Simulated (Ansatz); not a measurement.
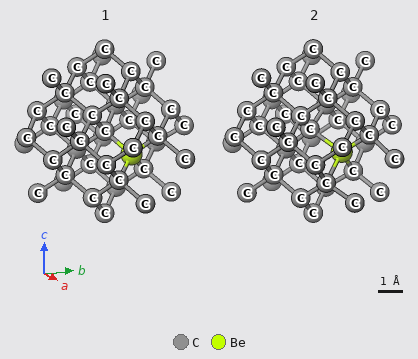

Two geometries of a defect cell of composition C$_{63}$Be (cell charge +1), drawn at one scale. One is the start of a relaxation, the other its converged end. A ball-and-stick model of the atoms within 4.2 Å of the atom that moves most (axes of the cell of the calculation (origin shifted)), seen slightly off an axis.

These are results of DFT, PBEsol, PAW, plane waves (Ansatz), not measurements. (plane-wave cutoff 420 eV; k-point mesh 1 × 1 × 1; mesh shifted by (0.25, 0.25, 0.25); collinear spin; atoms relaxed in a fixed cell; force threshold 0.03 eV/Å; at most 80 steps)

> Which of the two is the end point?

Structure 2 is the relaxed one. The atoms of the start lie slightly off their symmetric places, so part of the fall in energy undoes that. Over 9 geometry steps the energy falls by 3.896 eV per cell of the calculation. Largest force component: 5.3 eV/Å at the start, 0.022 eV/Å at the end. The largest moves, 0.18 Å, are those of C atoms. Largest moves by element: C 0.18 Å, Be 0.13 Å. The cell stays as it was. Some distances before and after: Be–C 1.517 → 1.814 Å, Be–C 1.505 → 1.682 Å, Be–C 1.537 → 1.683 Å, C–C 1.582 → 1.479 Å. Among the angles between lasting bonds that change: C–C–Be 112.0° → 98.3°, C–C–Be 109.2° → 98.2°, C–C–C 112.7° → 102.9°.

Limits of the set-up: the periodic images lie only 7.1 Å apart, so the values are limited by the cell's size; the cell is charged, on a uniform background, and energies carry no finite-size correction.
